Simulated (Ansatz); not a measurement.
# Geometry relaxation of WSi2 (part 2 of 2)

WSi2 (3 atoms in the cell); DFT, PBE, PAW with Ansatz's default frozen-core files, scalar-relativistic, no spin polarisation (Ansatz 0.2.0); cutoff 420 eV, 14×14×14 k-mesh, Fermi–Dirac smearing of 0.1 eV. Its volume is 0.80 times that of the source entry. It belongs to a series of runs on one base structure; here: shape and atoms relaxed at 0.8 of the volume.

Geometry of the input (Å; fractional positions):
```
-1.4986  1.4986  3.6528
1.4986  -1.4986  3.6528
1.4986  1.4986  -3.6528
W  0.0000  0.0000  0.0000
Si 0.3345  0.3345  0.0000
Si -0.3345  -0.3345  -0.0000
```

```
basis re-selected at this cell: Δ(F+E_penalty+E_count) = -2.422e-5 eV, ΔP = +0.001 GPa vs the last step (what re-selecting the basis moved, of the pressure what is left beyond the Pulay correction that the steps carried, after the strain that the cell walked since its last selection, with what the two solves' SCF thresholds leave and, on support functions, any second-order correction that the steps lacked; it is no measure of the basis error at this ecutwfc). This SCF's stress stands 1.38e-2 GPa from its target on what of the cell is left free (relax.cell.stress_tol is 1.10e-1 GPa) and its largest allowed force component is 9.75e-4 eV/Å (relax.f_tol is 5.00e-3 eV/Å): within both
SCF converged after 4 iterations
Free energy (F): -11655.816872 eV
Harris-Foulkes:  -11655.816872 eV  (|F-HF|=1.09e-11)
Internal energy: -11655.809124 eV  (E = F + TS)
E sigma→0 (E₀):  -11655.812998 eV
Entropy (-TS):   -0.007748 eV (-2.583 meV/atom)
Fermi energy:    21.154342 eV
--- Per-component energies (eV) ---
  E_band       = 6.809522
  E_kinetic    = 565.837429
  E_local      = -803.781032  (includes V_loc(G=0)·N_el)
  E_nonlocal   = 55.063154
  E_hartree    = 336.249576
  E_xc         = -390.775499
  E_vxc        = -350.144034  (∫ρ·V_xc dr)
  E_paw        = -9590.450653  (= ΣΔE_a)
  E_vpaw       = -132.665186  (= ΣTr[D̂ρ^β])
  E_aug_tail   = -0.000044  (compensation charges beyond the density's cutoff)
  E_ewald      = -1827.952055
  E_smearing   = -0.007748  (= −TS)
  E_closure    = 0.000000  (closes the sum)
  Σ components = -11655.816872   (vs F -11655.816872, Δ=0.00e0)
--- Forces (eV/Å), atoms counted from 1 ---
  atom   1  W      0.00000000     0.00000000     0.00000000
  atom   2  Si    -0.00000000    -0.00000000    -0.00097521
  atom   3  Si     0.00000000    -0.00000000     0.00097521
  max |Σ_I F_I| component: 2.78e-17 eV/Å
--- Stress (GPa, compression-positive) ---
       78.257911       0.000000       0.000000
        0.000000      78.257911       0.000000
       -0.000000       0.000000      78.237232
  P = ⅓ Tr σ = 78.2510 GPa (782.510 kbar)
--- Band table (eV; the first three rows and the last of 244) ---
  k-point 0: bands = ["-52.2423", "-16.8327", "-16.5932", "-16.5932", "5.1532", "12.8204", "16.6720", "17.3957", "17.6638", "17.6638", "22.1180", "23.0798", "25.2297", "25.2297", "25.3969"]
  k-point 1: bands = ["-52.2400", "-16.8273", "-16.6192", "-16.6150", "5.3564", "13.0182", "16.5328", "16.7693", "17.0651", "18.5192", "21.1366", "23.8601", "25.1541", "25.3779", "25.5154"]
  k-point 2: bands = ["-52.2335", "-16.8126", "-16.6894", "-16.6758", "5.9468", "13.5539", "15.7346", "15.8826", "17.0586", "19.1347", "19.3037", "25.0728", "25.3068", "25.7460", "25.9682"]
  k-point 243: bands = ["-52.2417", "-16.8838", "-16.5962", "-16.5962", "7.8111", "8.8233", "15.9796", "17.7027", "20.3960", "20.3960", "20.4411", "20.4411", "22.3793", "26.1427", "27.0905"]
--- Relaxed structure (4 steps of the walk, 4 accepted, 1 SCFs on fresh bases) ---
  F+E_penalty+E_count = -11655.81687188 eV   max|allowed force component| = 9.752e-4 eV/Å   (the final SCF, on the basis selected at the relaxed cell)
  cell:  # Å, volume = 32.8150 Å³
    - [-1.4894186754052228, 1.4894186754052228, 3.698098944481711]
    - [1.4894186754052228, -1.4894186754052228, 3.698098944481711]
    - [1.4894186754052228, 1.4894186754052228, -3.698098944481711]
  atoms:
    - { symbol: W, position: [-2.677372640162863e-36, 4.313329174112217e-71, -2.677372640162863e-36] }
    - { symbol: Si, position: [0.3314131051308603, 0.3314131051308603, -1.172523176911457e-35] }
    - { symbol: Si, position: [-0.3314131051308603, -0.3314131051308603, 1.4402604409277436e-35] }
```

### File rho_z.tsv
```
# z_ang	rho[e/angstrom^3]
# format = ansatz-planar-average/11
# lattice	-1.489418675	1.489418675	3.698098944
# lattice	1.489418675	-1.489418675	3.698098944
# lattice	1.489418675	1.489418675	-3.698098944
# sites	3
# site	74	0.000000000	-0.000000000	0.000000000
# site	14	-0.000000000	-0.000000000	2.451196909
# site	14	0.000000000	0.000000000	-2.451196909
0.000000	9.454253e-1
0.141863	9.414733e-1
0.283727	9.288570e-1
0.425590	9.057957e-1
0.567453	8.706758e-1
0.709316	8.232661e-1
0.851180	7.654056e-1
0.993043	7.009212e-1
1.134906	6.348259e-1
1.276770	5.721427e-1
1.418633	5.168981e-1
1.560496	4.716562e-1
1.702359	4.375285e-1
1.844223	4.143939e-1
1.986086	4.012882e-1
2.127949	3.970854e-1
2.269813	4.012882e-1
2.411676	4.143939e-1
2.553539	4.375285e-1
2.695402	4.716562e-1
2.837266	5.168981e-1
2.979129	5.721427e-1
3.120992	6.348259e-1
3.262855	7.009212e-1
3.404719	7.654056e-1
3.546582	8.232661e-1
3.688445	8.706758e-1
3.830309	9.057957e-1
3.972172	9.288570e-1
4.114035	9.414733e-1
```

### File v_z.tsv
```
# z_ang	v_es[eV]	v_tot[eV]
# format = ansatz-planar-average/11
# xc	pbe
# density_cutoff_ev	1680
# datasets	W=:simpson_from_first_knot:soft	Si=:simpson_from_first_knot:soft
# lattice	-1.489418675	1.489418675	3.698098944
# lattice	1.489418675	-1.489418675	3.698098944
# lattice	1.489418675	1.489418675	-3.698098944
# sites	3
# site	74	0.000000000	-0.000000000	0.000000000
# site	14	-0.000000000	-0.000000000	2.451196909
# site	14	0.000000000	0.000000000	-2.451196909
0.000000	-3.778703e0	-1.957818e1
0.141863	-3.564058e0	-1.931664e1
0.283727	-2.927161e0	-1.853714e1
0.425590	-1.889519e0	-1.726014e1
0.567453	-4.871844e-1	-1.552670e1
0.709316	1.229733e0	-1.339650e1
0.851180	3.198370e0	-1.095060e1
0.993043	5.342667e0	-8.305472e0
1.134906	7.570296e0	-5.613496e0
1.276770	9.768536e0	-3.033656e0
1.418633	1.180777e1	-6.975224e-1
1.560496	1.356001e1	1.295150e0
1.702359	1.493230e1	2.867801e0
1.844223	1.589203e1	3.977680e0
1.986086	1.645746e1	4.630359e0
2.127949	1.664686e1	4.847036e0
2.269813	1.645746e1	4.630359e0
2.411676	1.589203e1	3.977680e0
2.553539	1.493230e1	2.867801e0
2.695402	1.356001e1	1.295150e0
2.837266	1.180777e1	-6.975224e-1
2.979129	9.768536e0	-3.033656e0
3.120992	7.570296e0	-5.613496e0
3.262855	5.342667e0	-8.305472e0
3.404719	3.198370e0	-1.095060e1
3.546582	1.229733e0	-1.339650e1
3.688445	-4.871844e-1	-1.552670e1
3.830309	-1.889519e0	-1.726014e1
3.972172	-2.927161e0	-1.853714e1
4.114035	-3.564058e0	-1.931664e1
```

### Trajectory as extended XYZ (Å, eV, eV/Å), 5 frames, from step=1 to step=5
```
3
Lattice="-1.4986 1.4986 3.6528 1.4986 -1.4986 3.6528 1.4986 1.4986 -3.6528" Properties=species:S:1:pos:R:3:forces:R:3 step=1 energy=-11655.78704 pressure_GPa=79.68
W     0.0000    0.0000    0.0000    0.0000   0.0000   0.0000
Si    0.0000    0.0000    2.4438    0.0000   0.0000  -0.7185
Si    0.0000    0.0000   -2.4438    0.0000   0.0000   0.7185
3
Lattice="-1.4898 1.4898 3.6960 1.4898 -1.4898 3.6960 1.4898 1.4898 -3.6960" Properties=species:S:1:pos:R:3:forces:R:3 step=2 energy=-11655.81373 pressure_GPa=78.54
W     0.0000    0.0000    0.0000    0.0000   0.0000   0.0000
Si    0.0000    0.0000    2.4594    0.0000   0.0000  -0.3264
Si    0.0000    0.0000   -2.4594    0.0000   0.0000   0.3264
3
Lattice="-1.4891 1.4891 3.6999 1.4891 -1.4891 3.6999 1.4891 1.4891 -3.6999" Properties=species:S:1:pos:R:3:forces:R:3 step=3 energy=-11655.81662 pressure_GPa=78.28
W     0.0000    0.0000    0.0000    0.0000   0.0000   0.0000
Si    0.0000    0.0000    2.4547    0.0000   0.0000  -0.0831
Si    0.0000    0.0000   -2.4547    0.0000   0.0000   0.0831
3
Lattice="-1.4894 1.4894 3.6981 1.4894 -1.4894 3.6981 1.4894 1.4894 -3.6981" Properties=species:S:1:pos:R:3:forces:R:3 step=4 energy=-11655.81685 pressure_GPa=78.25
W     0.0000    0.0000    0.0000    0.0000   0.0000   0.0000
Si    0.0000    0.0000    2.4512    0.0000   0.0000  -0.0009
Si    0.0000    0.0000   -2.4512    0.0000   0.0000   0.0009
3
Lattice="-1.4894 1.4894 3.6981 1.4894 -1.4894 3.6981 1.4894 1.4894 -3.6981" Properties=species:S:1:pos:R:3:forces:R:3 step=5 energy=-11655.81687 pressure_GPa=78.25
W     0.0000    0.0000    0.0000    0.0000   0.0000   0.0000
Si    0.0000    0.0000    2.4512    0.0000   0.0000  -0.0010
Si    0.0000    0.0000   -2.4512    0.0000   0.0000   0.0010
```

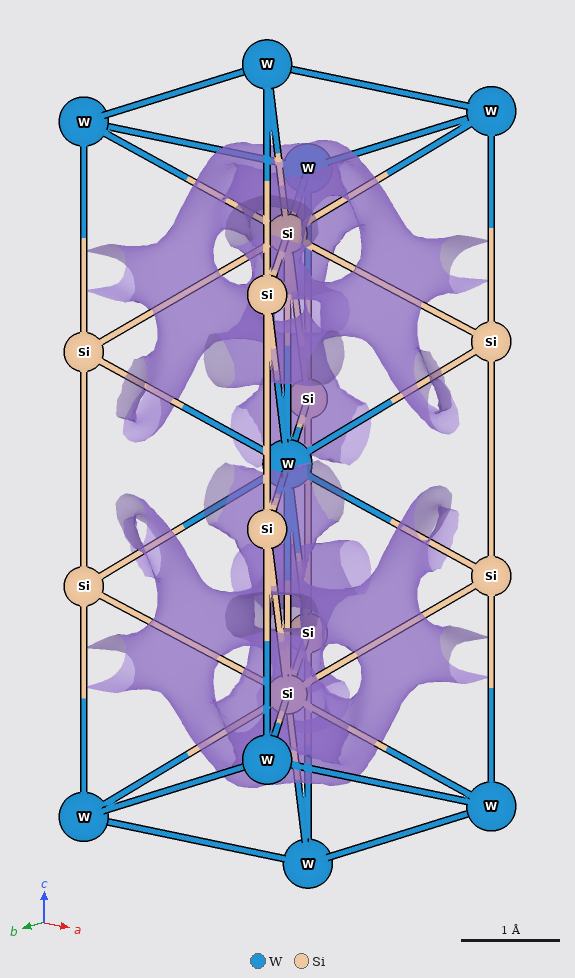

**Figure 1.** Isosurface of the ELF at 0.6 (purple), seen at an oblique angle. Core shells and regions of very low density are left out. Sticks mark near contacts. The outline is the cell set on symmetry axes. The ELF exceeds this value in sheets that run through the cell in two directions, counted in one cell of 6 atoms. Along the contacts the grid gives the following. Si–Si (2.43 Å): the ELF peaks at about 0.65 between the atoms. Si–W (2.45 Å): the ELF is about 0.45 at the midpoint. Core electrons are frozen (PAW), so the fields are smoothed inside the atomic spheres.

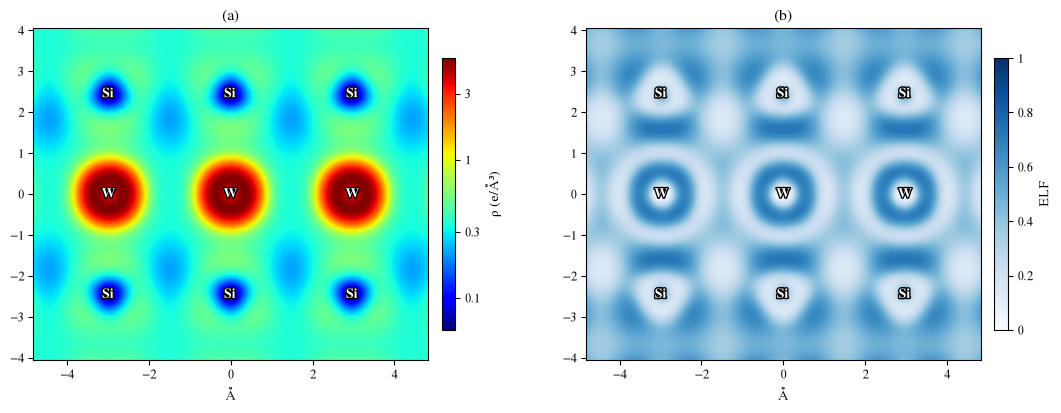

**Figure 2.** (a) valence charge density (pseudo); (b) electron localisation function on the (010) plane of the conventional cell. Si–W (2.45 Å): ρ is about 0.54 e/Å³ halfway; the ELF is about 0.40 at the midpoint. W–W (2.98 Å): ρ is about 0.34 e/Å³ halfway; the ELF is about 0.35 at the midpoint (no shared electron pair). Away from the nuclei the density in this plane falls to 0.21 e/Å³ at its lowest. The strong features right at W lie inside the PAW spheres (semicore, d or f shells) and say nothing about bonding.

### Key numbers

| quantity | value |
| --- | --- |
| outcome | converged |
| space group (tolerance 0.01 Å) | I4/mmm (139) |
| electrons treated | 22 |
| free energy | −11655.8169 eV |
| Fermi energy | 21.154 eV |
| pressure | 78.25 GPa |
| final volume | 32.81 Å³ |
| largest force (length of the vector) at the end | 0.001 eV/Å |
| final cell | a = 4.256 Å, b = 4.256 Å, c = 4.256 Å, α = 139.03°, β = 139.03°, γ = 59.33° |
| wall time | 25 s |
| peak memory | 0.46 GiB |

Spin–orbit coupling is left out, which matters for W. The cell is under a pressure of 78 GPa at this level, so it is not at its equilibrium volume.
